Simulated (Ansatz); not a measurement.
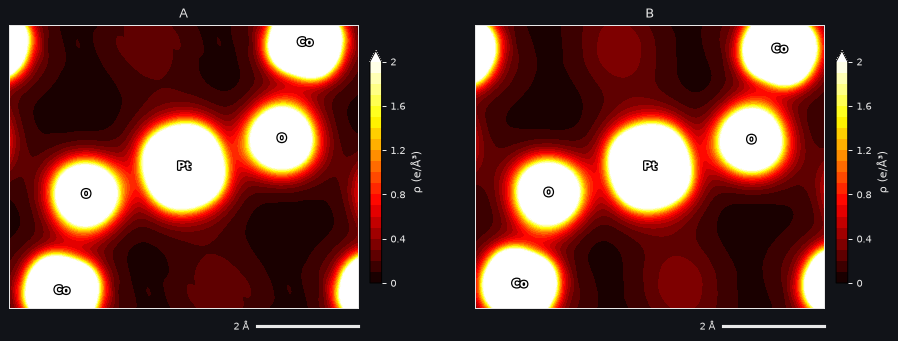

CoPtO₂. The valence electron density of two cells that differ in size and shape, on the (101̄) plane of each (indices in the axes of the calculation cell), at one length scale and on one colour scale; one has 10.2 and the other 11.2 Å³ an atom.

Space group R-3m; a structure from a database of computed crystals, not necessarily the ambient phase; computed without spin polarisation.

Level of theory: Ansatz, DFT PBE, scalar-relativistic, plane waves, PAW.

The larger cell:

```
CELL_PARAMETERS angstrom
2.94043 0.00000 0.00000
-1.47022 0.84883 5.96108
1.47022 -2.54649 0.00000
ATOMIC_POSITIONS crystal
Co 0.50000 0.50000 0.50000
Pt 0.00000 0.00000 0.00000
O 0.88765 0.66296 0.88765
O 0.11235 0.33704 0.11235
```

The smaller cell: a = 2.769 Å, b = 6.345 Å, c = 2.769 Å, α = 102.60°, β = 60.00°, γ = 102.60°.

Which is the denser cell? Describe the effect of the change.

Answer. Panel B is the smaller cell, by 9 % in volume. From the larger cell to the smaller, Pt–O goes from 2.01 to 2.07 Å, and the density at its midpoint from 0.86 to 0.74 e/Å³; Co–O goes from 1.96 to 1.89 Å, and the density at its midpoint from 0.65 to 0.76 e/Å³; the pressure goes from −11 to 6 GPa.
